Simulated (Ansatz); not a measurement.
The structure in question:

Space group F-43m (No. 216). a = 5.585 Å, b = 5.585 Å, c = 5.585 Å, α = 90.00°, β = 90.00°, γ = 90.00°
```csv
atom,site,symmetry,x,y,z
Ga,4a,-43m,0.0000,0.0000,0.0000
P,4d,-43m,0.2500,0.2500,0.7500
```

Question: Describe what this structure looks like.

Answer: Chemical formula GaP. The lattice is face-centred cubic and the space group F-43m (No. 216). The arrangement is known as zinc blende (sphalerite type). In the cell are 4 Ga, 4 P, which makes 4 formula units. The polyhedra are GaP4 tetrahedra; they share corners. Ga is linked to four P in a tetrahedral arrangement at 2.42 Å. Around each P lie four Ga in a tetrahedral arrangement at 2.42 Å. The bonds build a three-dimensional framework.

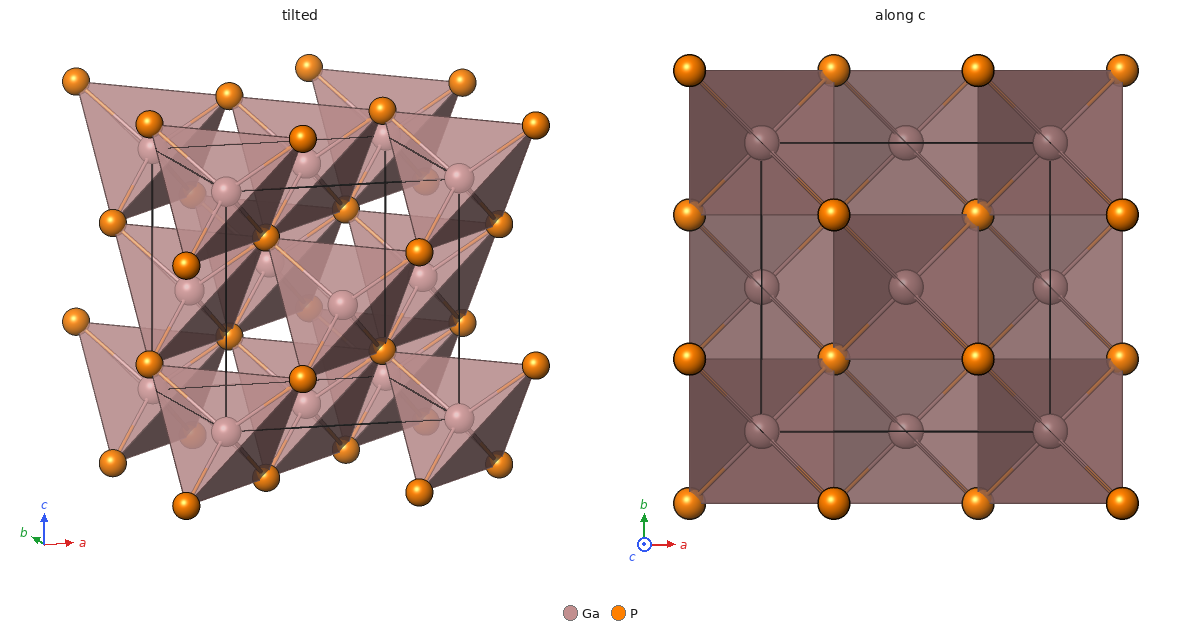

Drawn in the polyhedral manner and seen slightly off an axis and along the c axis. One conventional unit cell is outlined, and atoms on its boundary appear in each equivalent place. A few atoms beyond the faces are included.

Origin of the cell: a structure listed in the Materials Project. Earlier steps of the study may have refined or changed the cell and positions. It was the input of a calculation with Ansatz.
